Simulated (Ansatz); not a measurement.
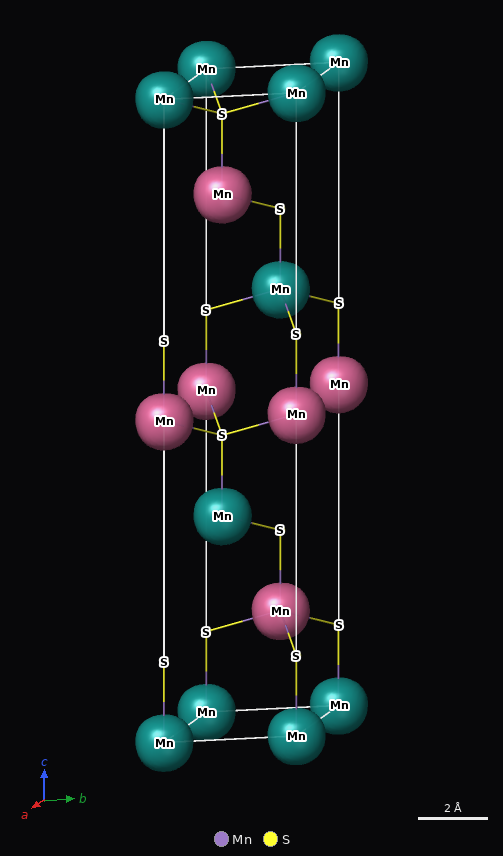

*MnS. Isosurfaces of the magnetisation density (up minus down) at +0.3 (teal) and −0.3 e/Å³ (pink), seen slightly off an axis. Sticks mark near contacts.*

Space group F-43m; started from the MnS prototype; not relaxed (largest force 0.4 eV/Å); computed pressure about −8 GPa in this cell; spin-polarised.

Level of theory: DFT LDA, scalar-relativistic, plane waves, PAW (Ansatz).

In a PAW calculation such maps are meaningful between the atoms, not at the nuclei.

```
CELL_PARAMETERS angstrom
-2.80000 2.80000 0.00000
2.80000 0.00000 2.80000
11.20000 11.20000 -11.20000
ATOMIC_POSITIONS crystal
Mn 0.33333 0.66667 0.66667
Mn 0.66667 0.33333 0.33333
Mn 0.00000 0.00000 0.00000
S 0.33333 0.66667 0.79167
S 0.66667 0.33333 0.45833
S 0.00000 0.00000 0.12500
Mn 0.66667 0.33333 0.83333
Mn 0.00000 0.00000 0.50000
Mn 0.33333 0.66667 0.16667
S 0.66667 0.33333 0.95833
S 0.00000 0.00000 0.62500
S 0.33333 0.66667 0.29167
```

> Describe the spin distribution.

The spin density sits on Mn: +3.9 μB (×3) and −3.9 μB (×3) in one cell of 12 atoms, with smaller moments on other sites: S (±0.07 μB): antiferromagnetic in this solution, which needn't be the ground state, with some nearest magnetic neighbours parallel and some opposed. The cell of the calculation (4 atoms) carries 0.0 μB of net spin moment.
